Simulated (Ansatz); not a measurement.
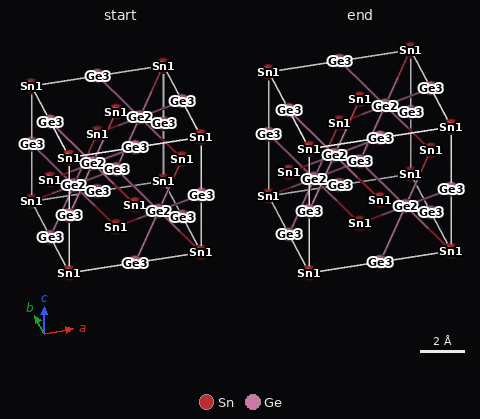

The structure of solid SnGe₂ (a generated structure, set up in F-43m) (coarse preliminary run) before (left) and after (right) a relaxation, at one scale.

The picture is a ball-and-stick view of the conventional cell (4 times the calculation's cell), seen from a free direction. Lengths and directions refer to the drawn axes.

These are results of DFT PBE, scalar-relativistic, plane waves, PAW in Ansatz, not measurements.

Input
```yaml
crystal:
  lattice:
    - [0.0, 3.13578422, 3.13578422]
    - [3.13578422, 0.0, 3.13578422]
    - [3.13578422, 3.13578422, 0.0]
  atoms:
    - { symbol: Sn, position: [0.0, 0.0, 0.0] }
    - { symbol: Ge, position: [0.25, 0.25, 0.25] }
    - { symbol: Ge, position: [0.5, 0.5, 0.5] }
basis:
  ecutwfc: 420
kpoints:
  mp_grid: { grid: [6, 6, 6] }
hamiltonian:
  xc: pbe
scf:
  occupations: { method: gaussian, width: 0.1 }
  lower_state_search: "off"
output:
  forces: true
  stress: true
  eigenvalues: true
relax:
  adjacent_minimum: "off"
  f_tol: 0.04
  max_steps: 70
  cell: { stress_tol: 0.4 }
```

Run as
```bash
ansatz run input.yaml --threads 1 --pin off --max-ram 2560MiB --backend cpu --events-out ev --progress --plain --runs-dir out
```

> What changed between the two?

After 3 accepted moves (4 points after the start) the energy has fallen by 207 meV per atom. All forces vanish by symmetry, so only the cell relaxes. The pressure goes from 16.40 to −0.01 GPa. The SCF was repeated once at an unchanged geometry on a basis and grid sized afresh for the cell, which shifted the energy by 2.7 meV per atom at most. No atom moves by more than 0.005 Å relative to the cell. The drawn cell changes as follows: a = b = c 6.272 → 6.746 Å (+7.6 %); the volume changes by +24.4 %. Among the contacts that change: Sn1–Ge2 2.716 → 2.921 Å, Ge2–Ge3 2.716 → 2.921 Å. The space group stays F-43m (No. 216).
